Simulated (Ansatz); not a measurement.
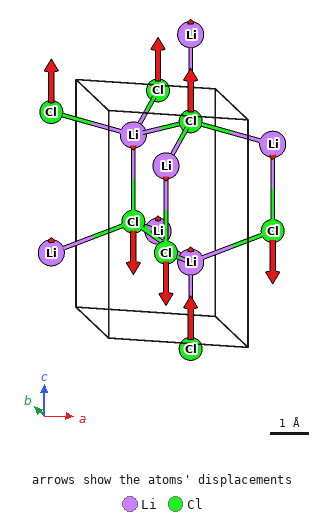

One vibrational mode of solid LiCl (a generated structure) at the zone centre. The red arrows give the relative displacements of the atoms. The picture is a ball-and-stick view of the cell of the calculation, seen slightly off an axis.

Theory: DFT PBE, scalar-relativistic, plane waves, PAW in Ansatz 0.2.0.

Input
```yaml
crystal:
  lattice:
    - [3.9284142528, 0.0, 0.0]
    - [-1.9642071264, 3.4021065395, 0.0]
    - [0.0, 0.0, 6.283890509]
  atoms:
    - { symbol: Li, position: [0.3333333333, 0.6666666667, 0.815549585] }
    - { symbol: Li, position: [0.6666666667, 0.3333333333, 0.315549585] }
    - { symbol: Cl, position: [0.6666666667, 0.3333333333, 0.9344972838] }
    - { symbol: Cl, position: [0.3333333333, 0.6666666667, 0.4344972838] }
basis:
  ecutwfc: 420
kpoints:
  mp_grid: { grid: [6, 6, 4] }
hamiltonian:
  xc: pbe
scf:
  occupations: { method: fixed }
output:
  eigenvalues: true
phonons:
  method: dfpt
  dielectric: true
  rigid_motions: translations
  eigenvectors: true
  qmesh: [2, 2, 1]
  temperatures: { t_max: 1000, t_step: 100 }
  qpath:
    path:
      - [[0.0, 0.0, 0.0], [0.5, 0.0, 0.0], [0.33333333, 0.33333333, 0.0], [0.0, 0.0, 0.0], [0.0, 0.0, 0.5], [0.5, 0.0, 0.5], [0.33333333, 0.33333333, 0.5], [0.0, 0.0, 0.5]]
      - [[0.5, 0.0, 0.5], [0.5, 0.0, 0.0]]
      - [[0.33333333, 0.33333333, 0.5], [0.33333333, 0.33333333, 0.0]]
    npoints: 8
```

Launched with:
```bash
ansatz run input.yaml --threads 1 --pin off --max-ram 2560MiB --backend cpu --events-out ev --progress --plain --runs-dir out
```

Frequencies are those without the non-analytic (LO–TO) term.

Give the symmetry, activity and frequency of this mode.

This is the B₁ mode at 5.58 THz, optical level 2 of 6, counted from below, silent by symmetry (neither infrared- nor Raman-active). All motion is along c; atoms of one kind move against one another, with no net shift of any sublattice; it stretches the shortest Cl–Li bonds (2.39 Å).
